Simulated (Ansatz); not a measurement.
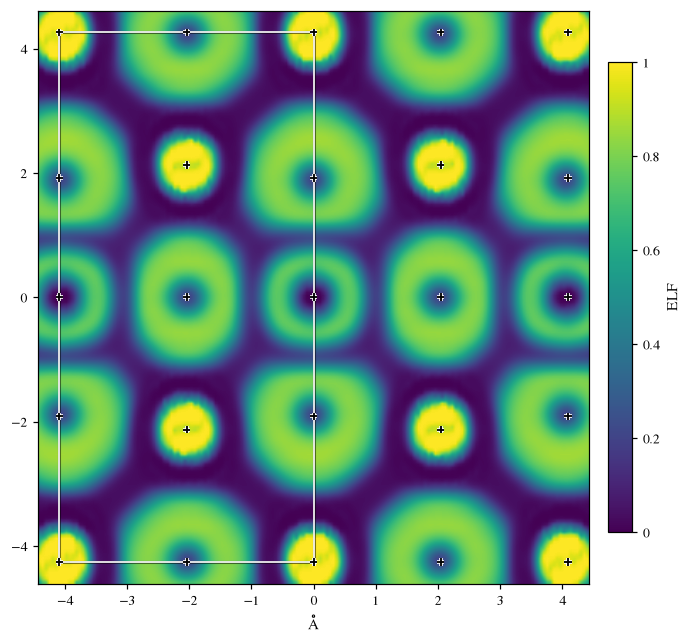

The electron localisation function on a plane through atoms (crosses mark nuclei in the plane).

Computed with Ansatz 0.2.0, DFT r2SCAN, scalar-relativistic, plane waves, PAW.

Candidates:
A. Ti, a = 4.57 Å, b = 4.57 Å, c = 2.82 Å, α = 90.00°, β = 90.00°, γ = 120.00°. Space group P6/mmm; a structure from a database of computed crystals, not necessarily the ambient phase; computed without spin polarisation.
B. Li₃TaO₄, a = 4.09 Å, b = 4.09 Å, c = 8.52 Å, α = 90.00°, β = 90.00°, γ = 90.00°. Space group I4/mmm; a structure from a database of computed crystals, not necessarily the ambient phase.
C. P, a = 2.45 Å, b = 2.45 Å, c = 4.82 Å, α = 90.00°, β = 89.99°, γ = 90.00°. Space group P4/mmm; a structure from a database of computed crystals, not necessarily the ambient phase.

Which system is this?

Candidate B: Li₃TaO₄ on the (100) plane of the conventional cell, which holds Li, Ta and O. Ta–O (1.92 Å): the ELF peaks at about 0.80 in the valence shell of O, 0.6 Å from its nucleus, and drops to about 0.25 between the two atoms: no localised pair shows between them. Li–O (2.04 Å): the ELF peaks at about 0.80 in the valence shell of O, 0.6 Å from its nucleus, and falls to about 0.05 next to Li; an ionic contact with no shared pair.
